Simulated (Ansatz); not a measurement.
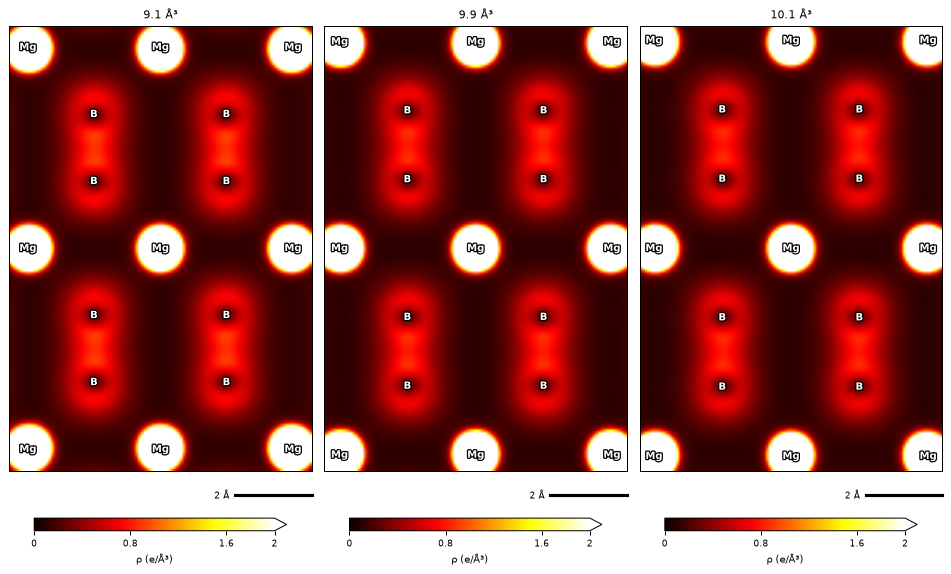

MgB2. The valence electron density of cells scaled evenly to different volumes (given per atom above each panel), on the (110) plane of each (indices in the axes of the cell below), at one length scale and on one colour scale.

The calculation used Kohn-Sham DFT of a periodic cell, PBEsol with D3(BJ), Ansatz PAW (Ansatz 0.2.0).

Core electrons are frozen (PAW), and the valence fields are smoothed inside the atomic spheres.

The largest cell:

```xyz
3
Lattice="3.1455 0.0000 0.0000 -1.5728 2.7241 0.0000 0.0000 0.0000 3.5921" Properties=species:S:1:pos:R:3 pbc="T T T"
Mg    0.0000    0.0000    0.0000
B     1.5728    0.9080    1.7960
B     0.0000    1.8161    1.7960
```

| volume (Å³/atom) | B–B contact in the plane (Å) | ρ at its midpoint (e/Å³) | pressure (GPa) | 
| --- | --- | --- | --- |
| 9.10 | 1.745 | 0.866 | 2.5 | 
| 9.29 | 1.757 | ? | ? | 
| 9.87 | 1.793 | 0.803 | −9.6 | 
| 10.07 | 1.805 | 0.789 | −12.0 | 
| 10.26 | 1.816 | 0.775 | −14.1 | 

Question: What values belong in the row with question marks?

Answer: Over the known rows ln ρ falls by 1.56 per Å of B–B distance (a least-squares line), which gives 0.850 e/Å³ at 1.757 Å; the calculation gives 0.849 e/Å³. For the pressure, a straight line in volume between the neighbouring rows gives −0.5 GPa; the calculation gives −1.0, lower because pressure rises ever faster on compression.
